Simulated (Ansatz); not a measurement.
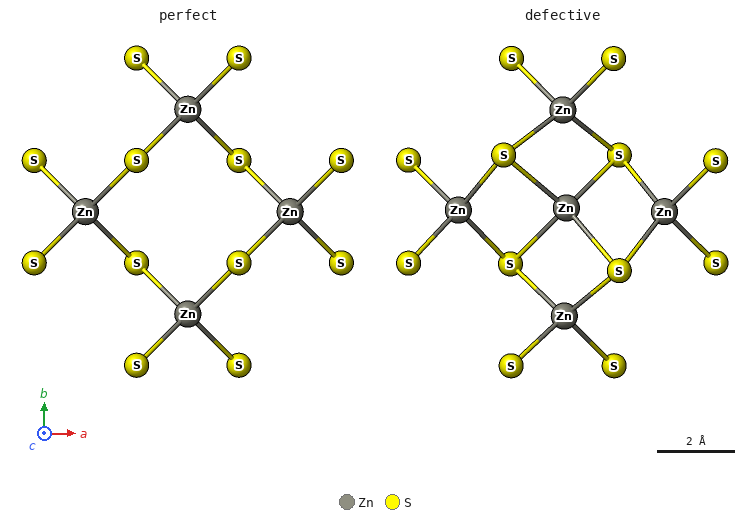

Left: perfect ZnS. Right: the same region with one point defect, after relaxing the atoms in a supercell of 64 sites. The picture is a ball-and-stick view of the atoms within 4.6 Å of one point, in a slice 5.0 Å thick across the line of sight, seen along the c axis.

These are results of DFT, PBEsol, PAW, plane waves in Ansatz 0.2.0, not measurements. Set-up: plane-wave cutoff 420 eV; k-point mesh 1 × 1 × 1; mesh shifted by (0.25, 0.25, 0.25); no spin polarisation. Fermi-Dirac smearing of 0.01 eV. The axes drawn are those of the host's conventional cell.

Which defect is it?

Answer. An extra zinc atom is put between the host's atoms (an interstitial).

The charge state of the cell is 0.

What does the relaxation do around it?

Answer. The Zn atom starts with 4 S at 2.32 Å, 6 Zn at 2.67 to 2.68 Å around its place and ends with 4 S at 2.53 to 2.55 Å, 6 Zn at 2.56 to 2.83 Å. Of the host's atoms, a sulfur atom moves furthest from its site, by 0.29 Å. The Zn atom itself moves 0.20 Å from where it was put.
